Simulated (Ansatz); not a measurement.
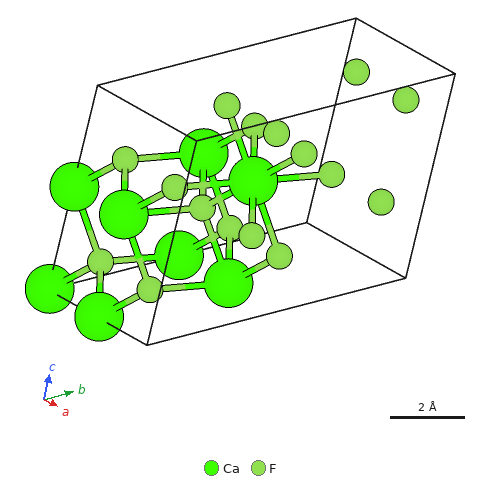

Starting frame of a dynamics run of a 24-atom cell of CaF2 (set up in Fm-3m). The picture is a ball-and-stick view of the reduced simulation cell, seen slightly off an axis. Bonds to atoms that aren't drawn are left out. Lengths and directions refer to the drawn axes.

These are results of Ansatz, DFT PBE, scalar-relativistic, plane waves, PAW, not measurements.

Input
```yaml
crystal:
  lattice:
    - [0.0, 5.2914, 5.2914]
    - [5.2914, 0.0, 5.2914]
    - [5.2914, 5.2914, 0.0]
  atoms:
    - { symbol: Ca, position: [0.0, 0.0, 0.0] }
    - { symbol: F, position: [0.125, 0.125, 0.125] }
    - { symbol: F, position: [0.375, 0.375, 0.375] }
    - { symbol: Ca, position: [0.0, 0.0, 0.5] }
    - { symbol: F, position: [0.125, 0.125, 0.625] }
    - { symbol: F, position: [0.375, 0.375, 0.875] }
    - { symbol: Ca, position: [0.0, 0.5, 0.0] }
    - { symbol: F, position: [0.125, 0.625, 0.125] }
    - { symbol: F, position: [0.375, 0.875, 0.375] }
    - { symbol: Ca, position: [0.0, 0.5, 0.5] }
    - { symbol: F, position: [0.125, 0.625, 0.625] }
    - { symbol: F, position: [0.375, 0.875, 0.875] }
    - { symbol: Ca, position: [0.5, 0.0, 0.0] }
    - { symbol: F, position: [0.625, 0.125, 0.125] }
    - { symbol: F, position: [0.875, 0.375, 0.375] }
    - { symbol: Ca, position: [0.5, 0.0, 0.5] }
    - { symbol: F, position: [0.625, 0.125, 0.625] }
    - { symbol: F, position: [0.875, 0.375, 0.875] }
    - { symbol: Ca, position: [0.5, 0.5, 0.0] }
    - { symbol: F, position: [0.625, 0.625, 0.125] }
    - { symbol: F, position: [0.875, 0.875, 0.375] }
    - { symbol: Ca, position: [0.5, 0.5, 0.5] }
    - { symbol: F, position: [0.625, 0.625, 0.625] }
    - { symbol: F, position: [0.875, 0.875, 0.875] }
basis:
  ecutwfc: 420.0
kpoints:
  mp_grid: { grid: [2, 2, 2] }
hamiltonian:
  xc: pbe
scf:
  occupations: { method: fermi_dirac, width: 0.05 }
  lower_state_search: "off"
md:
  timestep: 2
  n_steps: 200
  ensemble: nvt_nose_hoover
  temperature: 1500.0
  initial_velocities: maxwell_boltzmann
  seed: 826237
  nose_hoover: { tau: 50.0, chain_length: 1 }
```

Run as
```bash
ansatz run input.yaml --threads 2 --pin off --max-ram 5120MiB --backend cpu --events-out ev --progress --plain --runs-dir out
```

> What does the trajectory do?

The mean temperature in the second half is 1232 K (standard deviation 238 K). The potential energy is still drifting at the end, so the run hasn't reached equilibrium. The potential energy in the second half lies on average 277 meV per atom above the first frame. In the second half of the run the atoms are, in the root-mean-square, this far from where they began (common drift taken out): F 0.94 Å, Ca 0.44 Å. Against the typical shortest distance between atoms in the first frame, about 2.3 Å these are large excursions, but over 400 fs one can't yet tell strong vibration from the start of diffusion. 3 of the 24 free atoms end more than three quarters of that spacing from the start. The conserved quantity stays between −0.00083 and 1.3 meV per atom of its start. A straight-line fit has a slope that amounts to +0.21 meV per atom over 400 fs (0.1 % of the mean kinetic energy), and the ripple about it is 0.4 % of the kinetic energy's fluctuation. With a drift under 2 % and a ripple under 7 %, the integration is accurate.

Along the run (each row but the first and the last is the mean over the interval that it begins):

```json
{"time (fs)": "0.0", "potential energy (meV/atom)": "0.0", "T (K)": "1500"}
{"time (fs)": "40.0", "potential energy (meV/atom)": "133.0", "T (K)": "909"}
{"time (fs)": "80.0", "potential energy (meV/atom)": "182.7", "T (K)": "1870"}
{"time (fs)": "120.0", "potential energy (meV/atom)": "349.1", "T (K)": "2098"}
{"time (fs)": "160.0", "potential energy (meV/atom)": "357.4", "T (K)": "2513"}
{"time (fs)": "200.0", "potential energy (meV/atom)": "386.6", "T (K)": "1432"}
{"time (fs)": "240.0", "potential energy (meV/atom)": "290.9", "T (K)": "1422"}
{"time (fs)": "280.0", "potential energy (meV/atom)": "237.1", "T (K)": "1208"}
{"time (fs)": "320.0", "potential energy (meV/atom)": "222.8", "T (K)": "1074"}
{"time (fs)": "360.0", "potential energy (meV/atom)": "247.5", "T (K)": "1030"}
{"time (fs)": "400.0", "potential energy (meV/atom)": "265.2", "T (K)": "1144"}
```

The paths of the atoms:

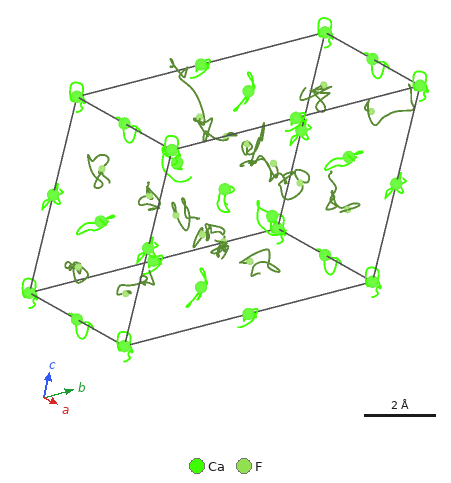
